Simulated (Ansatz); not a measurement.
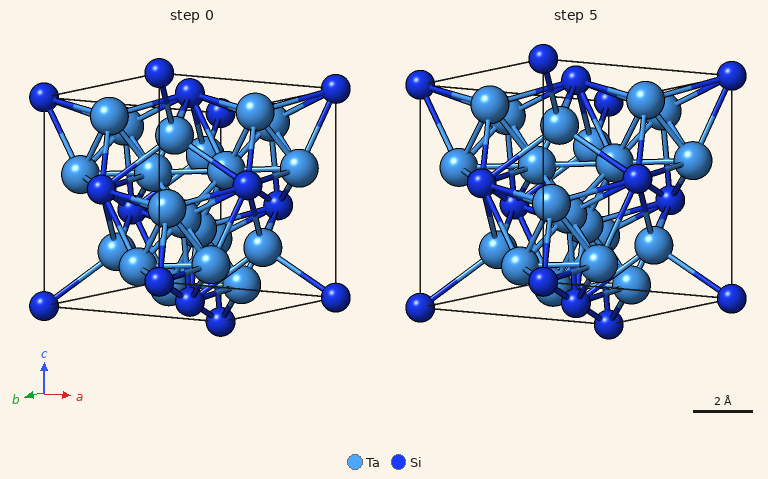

The structure of crystalline Ta5Si (a generated structure, set up in F-43m) (coarse preliminary run) before (left) and after (right) a relaxation, at one scale.

A ball-and-stick model of the conventional cell (4 times the calculation's cell), seen from a free direction. Lengths and directions refer to the drawn axes.

All numbers below come from DFT PBE, scalar-relativistic, plane waves, PAW (Ansatz).

Input
```yaml
crystal:
  lattice:
    - [0.0, 3.58585619, 3.58585619]
    - [3.58585619, 0.0, 3.58585619]
    - [3.58585619, 3.58585619, 0.0]
  atoms:
    - { symbol: Ta, position: [0.25, 0.25, 0.25] }
    - { symbol: Ta, position: [0.125, 0.625, 0.625] }
    - { symbol: Ta, position: [0.625, 0.625, 0.625] }
    - { symbol: Ta, position: [0.625, 0.125, 0.625] }
    - { symbol: Ta, position: [0.625, 0.625, 0.125] }
    - { symbol: Si, position: [0.0, 0.0, 0.0] }
basis:
  ecutwfc: 420
kpoints:
  mp_grid: { grid: [4, 4, 4] }
hamiltonian:
  xc: pbe
scf:
  occupations: { method: gaussian, width: 0.1 }
  lower_state_search: "off"
output:
  forces: true
  stress: true
  eigenvalues: true
relax:
  adjacent_minimum: "off"
  f_tol: 0.04
  max_steps: 70
  cell: { stress_tol: 0.4 }
```

Run as
```bash
ansatz run input.yaml --threads 1 --pin off --max-ram 2560MiB --backend cpu --events-out ev --progress --plain --runs-dir out
```

### Describe what moved and what it gained.

The largest moves relative to the cell, 0.010 Å, are those of Ta2, Ta3, Ta4 and Ta5. Ta3 goes along [−1 1 −1]. Si stays in place. The volume changes by +21.7 %, with a = b = c 7.172 → 7.658 Å (+6.8 %). Near-neighbour distances that change, for instance: Ta1–Si6 3.105 → 3.316 Å, Ta2–Si6 2.973 → 3.176 Å, Ta1–Ta2 2.973 → 3.173 Å, Ta2–Ta3 2.536 → 2.723 Å. The space group stays F-43m (No. 216). The energy falls by 379 meV per atom in 4 accepted moves (5 points after the start). Largest force component: 0.024 eV/Å at the start, 0.011 eV/Å at the end. The pressure goes from 43.01 to 0.14 GPa. The SCF was repeated once at an unchanged geometry on a basis and grid sized afresh for the cell, which shifted the energy by 2.5 meV per atom at most.
